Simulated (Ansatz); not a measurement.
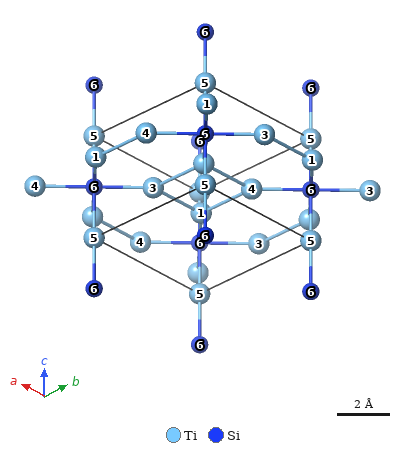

Starting structure of a crystal of Ti₅Si (a generated structure, set up in P4/mmm). Style: ball-and-stick. Shown: the cell of the calculation, from a free direction.

All numbers below come from DFT PBE, scalar-relativistic, plane waves, PAW; settings changed in Ansatz.

The input:
```yaml
crystal:
  lattice:
    - [5.9719471737, 0.0, 0.0]
    - [0.0, 5.9719471737, 0.0]
    - [0.0, 0.0, 4.5868495907]
  atoms:
    - { symbol: Ti, position: [0.2730192172, 0.2730192172, 0.5], spin: 0.14 }
    - { symbol: Ti, position: [0.7269807828, 0.7269807828, 0.5], spin: 0.14 }
    - { symbol: Ti, position: [0.7269807828, 0.2730192172, 0.5], spin: 0.14 }
    - { symbol: Ti, position: [0.2730192172, 0.7269807828, 0.5], spin: 0.14 }
    - { symbol: Ti, position: [0.0, 0.0, 0.0], spin: 0.64 }
    - { symbol: Si, position: [0.0, 0.0, 0.5] }
basis:
  ecutwfc: 420
  xc_grid: 3
kpoints:
  mp_grid: { grid: [6, 6, 8] }
hamiltonian:
  xc: pbe
scf:
  occupations: { method: gaussian, width: 0.1 }
  lower_state_search: "off"
  mixing: { algorithm: anderson, beta: 0.05, ndim: 16 }
output:
  forces: true
  eigenvalues: true
  stress: true
magnetization:
  spin_polarized: true
relax:
  adjacent_minimum: "off"
  f_tol: 0.01
  max_steps: 80
  cell: { stress_tol: 0.05 }
```

Command:
```bash
ansatz run input.yaml --threads 1 --pin off --max-ram 2560MiB --backend cpu --events-out ev --progress --plain --runs-dir out
```

Question: Where does the relaxation end?

Answer: Over 3 accepted moves (4 points after the start) the energy falls by 1.1 meV per atom. Largest force component: 0.085 eV/Å at the start, 0.00028 eV/Å at the end. Pressure: 0.04 GPa at the start and 0.00 GPa at the end. At 1 point the geometry stayed and the basis and grid were re-selected for the new cell (energy shift of less than 0.05 meV per atom at most each time). The largest moves relative to the cell, 0.016 Å, are those of Ti1, Ti2, Ti3 and Ti4. Ti2 goes along [−1 −1 0]. Si stays in place. The drawn cell changes as follows: a = b 5.972 → 5.949 Å (−0.4 %), c 4.587 → 4.616 Å (+0.6 %); the volume changes by −0.1 %. Among the contacts that change: Ti1–Ti3 2.711 → 2.677 Å, Ti5–Si6 2.293 → 2.308 Å, Ti1–Si6 2.306 → 2.313 Å. The space group stays P4/mmm (No. 123). The run may lie on a higher electronic state than the lowest, so the end point isn't shown to be the ground-state structure.

History of the run:

```
step  E − E(0), meV/atom  largest force component, eV/Å  pressure, GPa  volume, Å³/atom                      note
   0                0.00                         0.0848           0.04           27.264                          
   1               -1.02                         0.0313           0.18           27.148                          
   2               -1.14                         0.0039          -0.06           27.260                          
   3               -1.15                         0.0002           0.00           27.227                          
   4               -1.15                         0.0003           0.00           27.227  same geometry, new basis
```

The structure at the end:

```
CELL_PARAMETERS angstrom
5.94904 0.00000 0.00000
0.00000 5.94904 0.00000
0.00000 0.00000 4.61589
ATOMIC_POSITIONS crystal
Ti 0.27498 0.27498 0.50000
Ti 0.72502 0.72502 0.50000
Ti 0.72502 0.27498 0.50000
Ti 0.27498 0.72502 0.50000
Ti 0.00000 0.00000 0.00000
Si 0.00000 0.00000 0.50000
```
